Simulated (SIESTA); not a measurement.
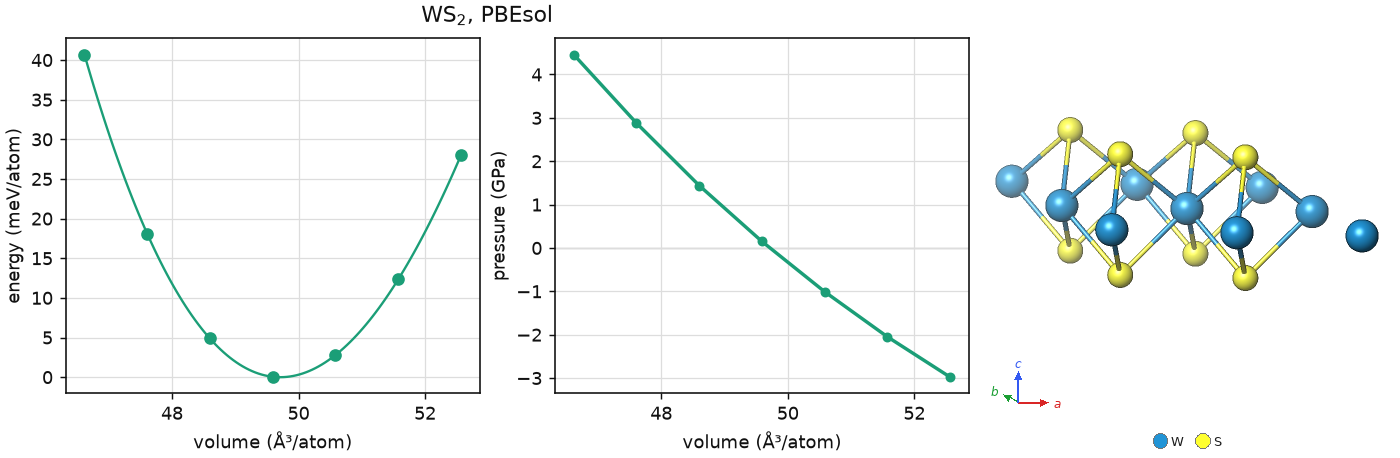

Method: DFT in numerical atomic orbitals with pseudopotentials, no spin polarisation; energies at scaled volumes of the given cell, shape and fractions fixed, counted from the fit's minimum, third-order Birch-Murnaghan fit (SIESTA 5.4.2). Level: PBEsol.

| setting | value |
| --- | --- |
| k mesh | 10×10×2 |
| occupations | Fermi–Dirac |
| smearing width | 0.05 eV |
| potentials | PseudoDojo 0.4 standard, converted to PSML, two zetas on semicore shells |
| program settings | basis DZP, mesh cutoff 800 Ry |

Cell as given: a = 3.184 Å, b = 3.184 Å, c = 16.951 Å, α = 90.00°, β = 90.00°, γ = 120.00°; 3 atoms.

Energy and pressure against volume for WS₂, space group P-6m2 (No. 187). The slab (repeated in the plane, vacuum cut away) is drawn beside the plot.

A third-order Birch–Murnaghan fit gives V0 = 49.71 Å³/atom, B0 = 60.4 GPa and B′ = 4.3. The energy is 40.69 meV/atom at volume 46.62 Å³/atom and 27.98 meV/atom at 52.57 Å³/atom; the lowest computed point is at volume 49.59 Å³/atom (0.05 meV/atom), and no other minimum shows. The pressure falls from 4.46 GPa at volume 46.62 Å³/atom to −2.98 GPa at 52.57 Å³/atom, and changes sign near 49.72 Å³/atom.

Caveats: mulliken charges of long orbitals; short basis over semicore shells; shape and atomic fractions are frozen while scaling, which makes layered, chain and framework solids too stiff.
